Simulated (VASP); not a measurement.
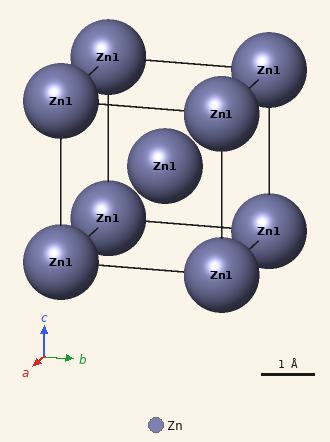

The structure as given in the input (spheres-only view of the cell 2 times as large as that of the calculation, set on its symmetry axes, seen slightly off an axis; atoms are numbered from 1 in the order of the input).

# Single-point calculation at one volume of an equation of state of Zn

- system: Zn (Im-3m, 1 atom in the cell)
- method: Kohn-Sham DFT of a periodic cell, LDA, VASP PAW LDA potentials, recommended, no spin polarisation (VASP 6.6.1)

The structure derives from a Materials Project entry. Its volume is 1.03 times that of the source entry. It belongs to a series of runs on one base structure; here: grid = ENCUT=460 k=11x11x11 ISMEAR=-1 SIGMA=0.15 PREC=Accurate EDIFF=0.01 LREAL=False ADDGRID=False LASPH=True; volume scaled by 1.03.

### INCAR
```
PREC = Accurate
ENCUT = 460
EDIFF = 0.01
ISMEAR = -1
SIGMA = 0.15
LREAL = F
LASPH = T
NELM = 100
ALGO = Normal
ISIF = 2
LWAVE = F
LCHARG = F
ADDGRID = F
```

### KPOINTS
```
regular mesh
0
Gamma
  11 11 11
```

### POSCAR
```
Zn
1.0
   -1.5845730302      1.5845730302      1.5845730302
    1.5845730302     -1.5845730302      1.5845730302
    1.5845730302      1.5845730302     -1.5845730302
Zn
1
Direct
    0.0000000000      0.0000000000      0.0000000000
```

Hardware: 1 thread of Intel Xeon (Sapphire Rapids), 64 GiB of memory available, shared host.

Run as:
```bash
cat potpaw_LDA.64/Zn/POTCAR > POTCAR
mpirun -np 1 vasp_std > vasp.out
```

### OSZICAR
```
N       E                     dE             d eps       ncg     rms          rms(c)
DAV:   1     0.339840229020E+02    0.33984E+02   -0.65155E+03  1122   0.175E+03
DAV:   2    -0.109924113170E+01   -0.35083E+02   -0.33791E+02  1142   0.200E+02
DAV:   3    -0.182115910639E+01   -0.72192E+00   -0.72134E+00  1312   0.318E+01
DAV:   4    -0.182295747802E+01   -0.17984E-02   -0.17983E-02  1134   0.154E+00
DAV:   5    -0.182296291519E+01   -0.54372E-05   -0.54363E-05   768   0.755E-02    0.254E+00
DAV:   6    -0.172607359349E+01    0.96889E-01   -0.57459E-01  1244   0.167E+01    0.198E+00
DAV:   7    -0.171839317000E+01    0.76804E-02   -0.11906E-02   636   0.244E+00
   1 F= -.17183932E+01 E0= -.17055131E+01  d E =-.257602E-01
```

### Parts of OUTCAR
```
PREC = Accurate
   ENCUT = 460
   EDIFF = 0.01
   ISMEAR = -1
   LREAL = F
   LASPH = T
   NELM = 100
   ISIF = 2

 Found     56 irreducible k-points:

 Following reciprocal coordinates:
            Coordinates               Weight
  0.000000  0.000000  0.000000      1.000000
  0.090909  0.000000  0.000000     12.000000
  0.181818  0.000000  0.000000     12.000000
  0.272727  0.000000  0.000000     12.000000
  0.363636  0.000000  0.000000     12.000000
  0.454545  0.000000  0.000000     12.000000
   k-points           NKPTS =     56   k-points in BZ     NKDIM =     56   number of bands    NBANDS=     10
   number of dos      NEDOS =    301   number of ions     NIONS =      1
   total plane-waves  NPLWV =   8000
   dimension x,y,z NGX =    20 NGY =   20 NGZ =   20
   dimension x,y,z NGXF=    40 NGYF=   40 NGZF=   40
   ions per type =               1
   NGX,Y,Z   is equivalent  to a cutoff of  12.11, 12.11, 12.11 a.u.
   NGXF,Y,Z  is equivalent  to a cutoff of  24.23, 24.23, 24.23 a.u.
 SYSTEM =  unknown system
   PREC   = accura    normal or accurate (medium, high low for compatibility)
   ISTART =      0    job   : 0-new  1-cont  2-samecut
   ICHARG =      2    charge: 1-file 2-atom 10-const
   ISPIN  =      1    spin polarized calculation?
   LNONCOLLINEAR =      F non collinear calculations
   LSORBIT =      F    spin-orbit coupling
   LASPH  =      T    aspherical Exc in radial PAW
   ENCUT  =  460.0 eV  33.81 Ry    5.81 a.u.   4.80  4.80  4.80*2*pi/ulx,y,z
   NELM   =    100;   NELMIN=  2; NELMDL= -5     # of ELM steps
   EDIFF  = 0.1E-01   stopping-criterion for ELM
   LREAL  =      F    real-space projection
   EDIFFG = 0.1E+00   stopping-criterion for IOM
   NSW    =      0    number of steps for IOM
   IBRION =     -1    ionic relax: 0-MD 1-quasi-New 2-CG
   NFREE  =      0    steps in history (QN), initial steepest desc. (CG)
   ISIF   =      2    stress and relaxation
   ISYM   =      2    0-nonsym 1-usesym 2-fastsym
   POTIM  = 0.5000    time-step for ionic-motion
   TEBEG  =    0.0;   TEEND  =   0.0 temperature during run
   PSTRESS=    0.0 pullay stress
   NELECT =      12.0000    total number of electrons
   NUPDOWN=      -1.0000    fix difference up-down
   EMIN   =  10.00;   EMAX   =-10.00  energy-range for DOS
   EFERMI =   0.00;   METHOD = LEGACY
   ISMEAR =    -1;   SIGMA  =   0.15  broadening in eV -4-tet -1-fermi 0-gaus
   EFERMI_NEDOS =   21; number of points for ismear=-14 and -15
   IALGO  =     38    algorithm
   IMIX   =      4    mixing-type and parameters
     AMIX     =   0.40;   BMIX     =  1.00
     AMIX_MAG =   1.60;   BMIX_MAG =  1.00
  volume/ion in A,a.u.               =      15.91       107.40
  Fermi-wavevector in a.u.,A,eV,Ry     =   1.490057  2.815800 30.208620  2.220271
  Thomas-Fermi vector in A             =   2.602887
   LORBIT       =      0    0 simple, 1 ext, 2 COOP (PROOUT), +10 PAW based schemes
   GGA     = CA    functional components
   LHFCALC =     F    Hartree Fock is set to
   AEXX    =    0.0000 exact exchange contribution
   IVDW    =     0    specifies the selected vdW correction
   LEPSILON=     F    determine dielectric tensor
   LRPA    =     F    only Hartree local field effects (RPA)
 non-spin polarized calculation
  energy-cutoff  :      460.00
  volume of cell :       15.91
 maximum number of plane-waves:       370
   NGX =  9   NGY =  9   NGZ =  9

 number of electron      12.0000001 magnetization

 Free energy of the ion-electron system (eV)
  ---------------------------------------------------
  ext. energy  EPLUGINS =         0.00000000
  ---------------------------------------------------
  free energy    TOTEN  =        -1.71839317 eV

  energy without entropy =       -1.69263294  energy(sigma->0) =       -1.70551305

 E-fermi :   2.5789     XC(G=0): -11.6290     alpha+bet : -7.1181

 val. band max:        2.5085775959   @ k =   0.4545   0.0000   0.0000
 cond. band min:       2.7237938344   @ k =  -0.4545   0.4545   0.0909
 fundamental gap:      0.2152162385
 Fermi energy:         2.5789356797

 k-point     1 :       0.0000    0.0000    0.0000
  band No.  band energies     occupation
      1      -7.4516      2.00000
      2      -5.0254      2.00000
      3      -5.0254      2.00000
      4      -5.0254      2.00000
      5      -4.5483      2.00000
      6      -4.5483      2.00000
      7      20.9106      0.00000
      8      20.9106      0.00000
      9      20.9106      0.00000
     10      23.2306      0.00000

 k-point     2 :       0.0909    0.0000    0.0000
  band No.  band energies     occupation
      1      -7.1977      2.00000
      2      -5.0479      2.00000
      3      -5.0190      2.00000
      4      -4.9676      2.00000
      5      -4.5689      2.00000
      6      -4.5469      2.00000
      7      18.0651      0.00000
      8      19.4422      0.00000
      9      20.0129      0.00000
     10      21.6508      0.00000

 k-point     3 :       0.1818    0.0000    0.0000
  band No.  band energies     occupation
      1      -6.4812      2.00000
      2      -5.1083      2.00000
      3      -4.9730      2.00000
      4      -4.8087      2.00000
      5      -4.6045      2.00000
      6      -4.5425      2.00000
      7      13.6489      0.00000
      8      17.3412      0.00000
      9      18.2798      0.00000
     10      20.0885      0.00000

 k-point     4 :       0.2727    0.0000    0.0000
  band No.  band energies     occupation
      1      -5.7179      2.00000
      2      -5.1870      2.00000
      3      -4.6180      2.00000
      4      -4.5915      2.00000
      5      -4.5349      2.00000
      6      -4.4908      2.00000
      7       9.4842      0.00000
      8      15.5677      0.00000
      9      16.7638      0.00000
     10      18.9208      0.00000

 k-point     5 :       0.3636    0.0000    0.0000
  band No.  band energies     occupation
      1      -5.5850      2.00000
      2      -5.2589      2.00000
      3      -4.5959      2.00000
      4      -4.5261      2.00000
      5      -4.3814      2.00000
      6      -2.8951      2.00000
      7       5.7317      0.00000
      8      14.2993      0.00000
      9      15.6991      0.00000
     10      18.1611      0.00000

 k-point     6 :       0.4545    0.0000    0.0000
  band No.  band energies     occupation
      1      -5.6134      2.00000
      2      -5.3015      2.00000
      3      -4.5775      2.00000
      4      -4.5200      2.00000
      5      -4.2512      2.00000
      6      -0.6751      2.00000
      7       2.5086      1.23032
      8      13.6358      0.00000
      9      15.1535      0.00000
     10      17.7878      0.00000

 [... further k-points ...]

------------------------ aborting loop because EDIFF is reached ----------------------------------------

  FORCE on cell =-STRESS in cart. coord.  units (eV):
  Direction    XX          YY          ZZ          XY          YZ          ZX
  --------------------------------------------------------------------------------------
  -------------------------------------------------------------------------------------
  Total       -0.0803405     -0.0803405     -0.0803405      0.0000000      0.0000000     -0.0000000
  in kB       -8.0881357     -8.0881357     -8.0881357      0.0000000      0.0000000     -0.0000000
  external PRESSURE =      -8.0881357 kB  Pullay stress =       0.0000000 kB

 VOLUME and BASIS-vectors are now :
 -----------------------------------------------------------------------------
  energy-cutoff  :      460.00
  volume of cell :       15.91
      direct lattice vectors                 reciprocal lattice vectors
    -1.584573030  1.584573030  1.584573030     0.000000000  0.315542415  0.315542415
     1.584573030 -1.584573030  1.584573030     0.315542415  0.000000000  0.315542415
     1.584573030  1.584573030 -1.584573030     0.315542415  0.315542415  0.000000000

 POSITION                                       TOTAL-FORCE (eV/Angst)
 -----------------------------------------------------------------------------------
      0.00000      0.00000      0.00000         0.000000     -0.000000      0.000000
 -----------------------------------------------------------------------------------
    total drift:                                0.000000     -0.000000      0.000000

  FREE ENERGIE OF THE ION-ELECTRON SYSTEM (eV)
  ---------------------------------------------------
  free  energy   TOTEN  =        -1.7183931700 eV

  energy  without entropy=       -1.6926329376  energy(sigma->0) =       -1.70551305
```

### CONTCAR
```
Zn
   1.00000000000000
    -1.5845730302000001    1.5845730302000001    1.5845730302000001
     1.5845730302000001   -1.5845730302000001    1.5845730302000001
     1.5845730302000001    1.5845730302000001   -1.5845730302000001
  Zn
     1
Direct
     0.0000000000000000    0.0000000000000000    0.0000000000000000

  0.00000000E+00  0.00000000E+00  0.00000000E+00
```

### Summary

- outcome: converged
- space group (tolerance 0.01 Å): Im-3m (229)
- electrons treated: 12
- free energy: −1.7184 eV
- Fermi energy: 2.579 eV
- gap on the k-point mesh: none (metallic)
- pressure: −0.81 GPa
- largest force (length of the vector): under 0.001 eV/Å
- wall time: 2.6 s
- peak memory: 0.12 GiB

### Notes

Settings chosen away from the usual ones: grid = ENCUT=460 k=11x11x11 ISMEAR=-1 SIGMA=0.15 PREC=Accurate EDIFF=0.01 LREAL=False ADDGRID=False LASPH=True; volume scaled by 1.03. The settings depart from the standard set-up of this series, which can bear on the numbers.
